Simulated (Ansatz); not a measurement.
## MgS: band-structure calculation (part 2 of 2)

MgS (R3m, 2 atoms in the cell); DFT, HSE06, plane waves, PAW, no spin polarisation (Ansatz 0.2.0); cutoff 420 eV, 6×6×6 k-mesh, fixed occupations. The structure was built on a prototype by a generator. The geometry comes from this level: r2SCAN (a point of a series of strains). It belongs to a series of runs on one base structure; here: epitaxial_111 strain -2.0%.

Geometry of the input (Å; fractional positions):
```
0.0669  2.8411  2.8411
2.8411  0.0669  2.8411
2.8411  2.8411  0.0669
Mg 0.0022  0.0022  0.0022
S  0.2478  0.2478  0.2478
```

## Output, continued
```
  k-point 0: bands = ["-75.9028", "-40.7990", "-40.7990", "-40.7946", "-9.8969", "2.4608", "2.6942", "2.6942", "7.2516", "11.5734", "12.0537", "12.0537"]
  k-point 1: bands = ["-75.9027", "-40.8000", "-40.7992", "-40.7949", "-9.7162", "1.5159", "2.3953", "2.5792", "8.2642", "11.7227", "11.9353", "12.3091"]
  k-point 2: bands = ["-75.9027", "-40.8019", "-40.7996", "-40.7953", "-9.3097", "-0.1368", "2.2246", "2.3695", "8.9408", "11.6157", "11.8897", "12.2149"]
  k-point 31: bands = ["-75.9027", "-40.7996", "-40.7996", "-40.7981", "-9.1605", "-0.9337", "2.3768", "2.3768", "9.1234", "11.6963", "11.6963", "12.5473"]
```

## File bands.tsv
```
# k_distance	band_0	band_1	band_2	band_3	band_4	band_5	band_6	band_7	band_8	band_9	band_10	band_11
# fermi_ev = 2.694228
# lock_threshold_ev = 1e-6
# [0, 0, 0] at k_distance = 0.000000
# [-0.5, -0.5, 0] at k_distance = 1.119395
# [-0.375, -0.375, 0.25] at k_distance = 1.510506
# [-0.375, 0, 0.375] at k_distance = 2.198659
# [0, 0, 0.5] at k_distance = 2.886812
# [-0.5, -0.25, 0.25] at k_distance = 3.669034
# levels_relative_to = fermi_ev
# free_energy_ev = -2829.712028
# largest_residual_norms_ev = 6.224e-5 1.492e-4 1.568e-4 1.264e-4 1.025e-4 4.680e-4 4.298e-4 4.300e-4 6.596e-4 9.642e-4 1.268e-3 9.873e-4
0.000000	-78.597019	-43.493253	-43.493253	-43.488875	-12.591172	-0.233455	0.000000	0.000000	4.557352	8.879141	9.359462	9.359462
1.119395	-78.596806	-43.496678	-43.494857	-43.490789	-11.532726	-3.205175	-1.343408	-1.124493	4.746928	6.738945	12.757184	13.937597
1.510506	-78.596818	-43.496360	-43.494579	-43.491140	-11.559720	-2.838533	-2.203898	-0.888651	5.848401	8.057862	11.036131	11.594622
2.198659	-78.596808	-43.496272	-43.495541	-43.490458	-11.537016	-2.811197	-2.122142	-1.082572	5.712352	8.293065	10.930493	11.512431
2.886812	-78.596851	-43.497044	-43.494068	-43.489678	-11.770881	-3.539659	-0.546460	-0.421057	6.204110	8.594674	8.864622	9.881623
3.669034	-78.596810	-43.496226	-43.495244	-43.490854	-11.522496	-2.607266	-2.131504	-1.535669	6.500028	9.307553	9.337625	9.908147
```

## File rho_z.tsv
```
# z_ang	rho[e/angstrom^3]
# format = ansatz-planar-average/11
# lattice	0.066851260	2.841110564	2.841110564
# lattice	2.841110564	0.066851260	2.841110564
# lattice	2.841110564	2.841110564	0.066851260
# sites	2
# site	12	0.012796936	0.012796936	0.012796936
# site	16	1.424471161	1.424471161	1.424471161
0.000000	1.107849e0
0.148833	1.064207e0
0.297666	8.731503e-1
0.446499	6.435466e-1
0.595332	4.685172e-1
0.744165	3.740349e-1
0.892998	3.338883e-1
1.041832	3.158925e-1
1.190665	3.045653e-1
1.339498	2.935360e-1
1.488331	2.769929e-1
1.637164	2.513876e-1
1.785997	2.179074e-1
1.934830	1.812116e-1
2.083663	1.465484e-1
2.232496	1.172947e-1
2.381329	9.444069e-2
2.530162	7.762033e-2
2.678995	6.614136e-2
2.827829	5.991288e-2
2.976662	5.983301e-2
3.125495	6.967670e-2
3.274328	1.058463e-1
3.423161	2.055447e-1
3.571994	4.046854e-1
3.720827	6.872882e-1
3.869660	9.616729e-1
```

## File v_z.tsv
```
# z_ang	v_es[eV]	v_tot[eV]
# format = ansatz-planar-average/11
# xc	hse06
# density_cutoff_ev	1680
# datasets	Mg=:simpson_from_first_knot:soft:fock:shift=0	S=:simpson_from_first_knot:soft:fock:shift=0
# lattice	0.066851260	2.841110564	2.841110564
# lattice	2.841110564	0.066851260	2.841110564
# lattice	2.841110564	2.841110564	0.066851260
# sites	2
# site	12	0.012796936	0.012796936	0.012796936
# site	16	1.424471161	1.424471161	1.424471161
0.000000	-2.694271e0	-1.067488e1
0.148833	-3.433602e0	-1.174010e1
0.297666	-3.744702e0	-1.226985e1
0.446499	-3.527933e0	-1.220454e1
0.595332	-2.857646e0	-1.163326e1
0.744165	-1.993897e0	-1.077118e1
0.892998	-1.178153e0	-9.880774e0
1.041832	-4.673664e-1	-9.026211e0
1.190665	2.373343e-1	-8.092392e0
1.339498	1.067502e0	-6.966122e0
1.488331	2.126661e0	-5.570047e0
1.637164	3.453514e0	-3.897055e0
1.785997	4.918937e0	-2.074057e0
1.934830	6.231180e0	-3.893445e-1
2.083663	7.141867e0	8.826854e-1
2.232496	7.608674e0	1.689535e0
2.381329	7.746045e0	2.117509e0
2.530162	7.639523e0	2.242170e0
2.678995	7.329707e0	2.087911e0
2.827829	6.856141e0	1.644430e0
2.976662	6.241116e0	1.006891e0
3.125495	5.432057e0	1.306476e-1
3.274328	4.333717e0	-1.249043e0
3.423161	2.921705e0	-3.132513e0
3.571994	1.313132e0	-5.258050e0
3.720827	-2.735492e-1	-7.372381e0
3.869660	-1.632354e0	-9.211384e0
```

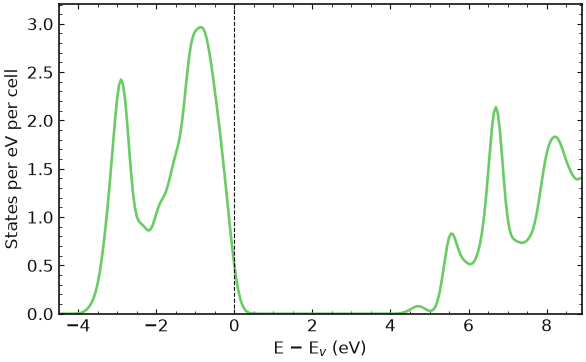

Fig. 1: Density of states (the curve is built from the levels of the k mesh with Gaussians 0.4 eV wide, which also blur the band edges), with energies from the valence-band top. There is a gap of 4.56 eV on the k-point mesh. Small ripples come from the finite k-point mesh.

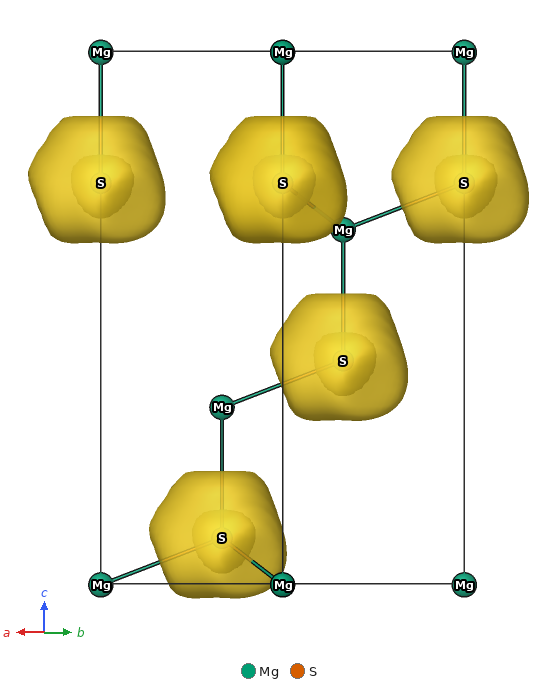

Fig. 2: Isosurface of the ELF at 0.75 (yellow), seen along [110]. Core shells and regions of very low density are left out. Sticks mark near contacts. The outline is the cell set on symmetry axes. Along the contacts the grid gives the following. Mg–S (2.43 Å): the ELF is about 0.85 at the midpoint. In a PAW calculation such maps are meaningful between the atoms, not at the nuclei.

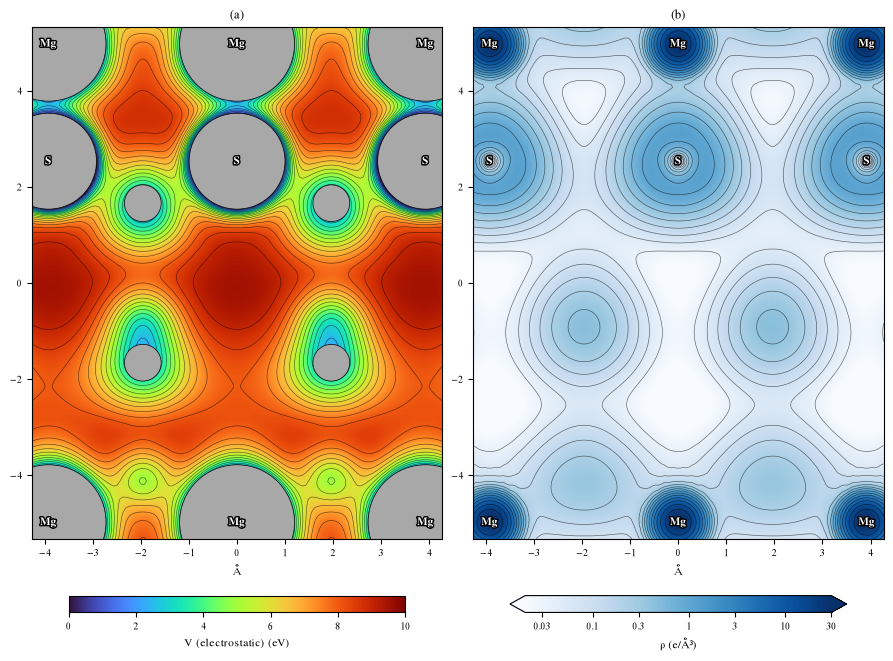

Fig. 3: (a) electrostatic potential (local pseudopotential plus Hartree) felt by an electron; (b) valence pseudo-density on the (100) plane of the conventional cell. Grey discs, where drawn, cover atomic cores. Atoms in the plane: Mg and S. Mg–S (2.45 Å): ρ at the midpoint is about 0.38 e/Å³. Away from the nuclei the density in this plane falls to 0.01 e/Å³ at its lowest. Outside the cores the potential energy rises away from the atoms and is highest about 2.3 Å from the nearest atoms; outside the discs it spans about 9 eV, and its zero is arbitrary.

## Summary

```json
{"quantity": "outcome", "value": "converged"}
{"quantity": "space group (tolerance 0.01 Å)", "value": "R3m (160)"}
{"quantity": "electrons treated", "value": "16"}
{"quantity": "free energy", "value": "−2829.7120 eV"}
{"quantity": "Fermi energy", "value": "2.694 eV"}
{"quantity": "gap on the k-point mesh", "value": "4.56 eV"}
{"quantity": "pressure", "value": "1.57 GPa"}
{"quantity": "largest force (length of the vector)", "value": "0.001 eV/Å"}
{"quantity": "wall time", "value": "24 s (CPU time 31 s)"}
{"quantity": "peak memory", "value": "2 GiB"}
```

## Notes

Warnings of the run: the exchange loop's threshold is looser than advised for the stress; the SCF threshold is looser than advised for the printed stress.
